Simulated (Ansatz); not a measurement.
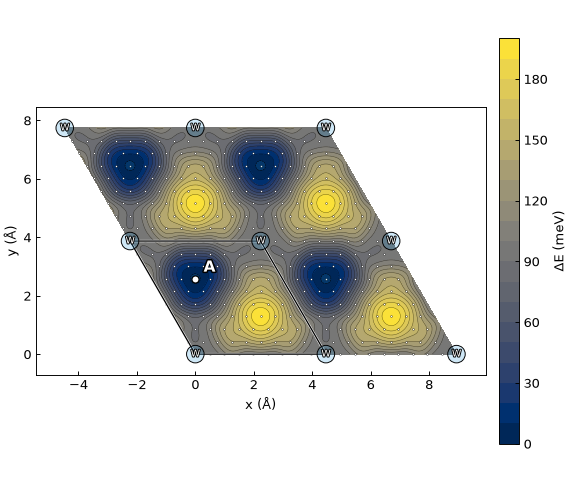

Si on a W(111) slab cut from the Im-3m phase, its upper half relaxed before the scan (6 atoms of substrate and one adsorbate in a 1 × 1 cell). Si is moved over the surface cell at a fixed height above a rigid substrate; the origin of the map has the adsorbate above W6; the height is held at 3.40 Å. Places are given modulo a cell vector. The map is drawn in real space over the plane of the surface. The grid has 9 × 9 points; 19 points were computed and 62 follow by symmetry. Energies are in meV, from the lowest grid point. The runs have no spin polarisation, so an open-shell adsorbate far from the surface lies too high. With one adsorbate in each 1 × 1 cell, its nearest image is 4.5 Å away, so neighbouring adsorbates interact. At a fixed height the lowest place need not be the adsorption site. Computed with DFT PBE+D3(BJ), scalar-relativistic, plane waves, PAW in Ansatz 0.2.0. Settings: cutoff 420 eV, k-mesh 6×6×1, gaussian smearing 0.1 eV, no spin polarisation.

In the figure: filled contours, dots at the grid points, labelled circles for the atoms of the top layer and small ones for the second layer, the outline of one cell of the 2 × 2 shown, the point A. Between grid points the surface is interpolated.

Q: Find the lowest pass out of the well at A.

A: The easiest path leads from the well at a threefold hollow over a second-layer W atom, (3/9, 6/9) of the cell vectors to its copy one period on. Its highest point lies about 92 meV above the bottom of the first well on the interpolated surface, at about (0.98, 0.96) of the cell vectors. This is the barrier on the constrained surface; relaxing the other coordinates would change it.

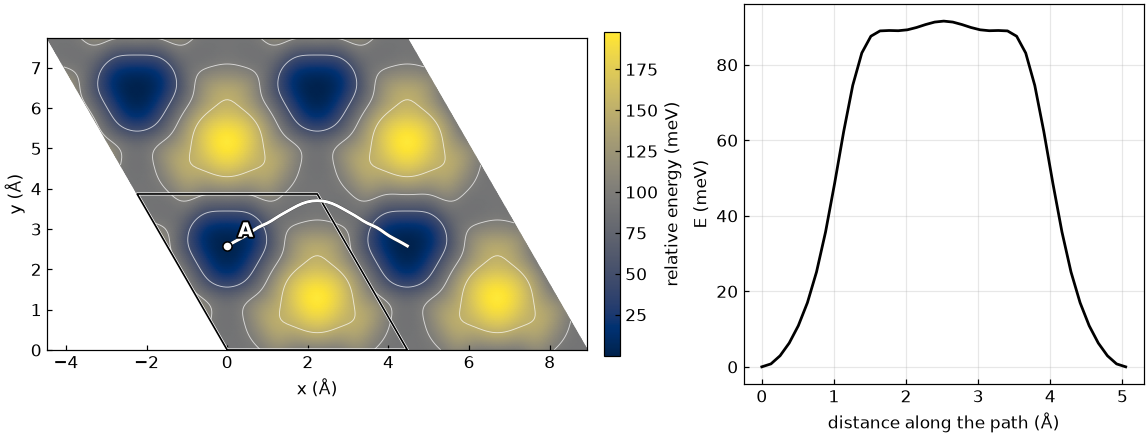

In the figure: a smooth colour map with a few white contour lines, a line along the lowest path, the outline of one cell of the 2 × 2 shown, the energy along the path at the right. Between grid points the surface is interpolated.

PAW datasets: the set soft_1.
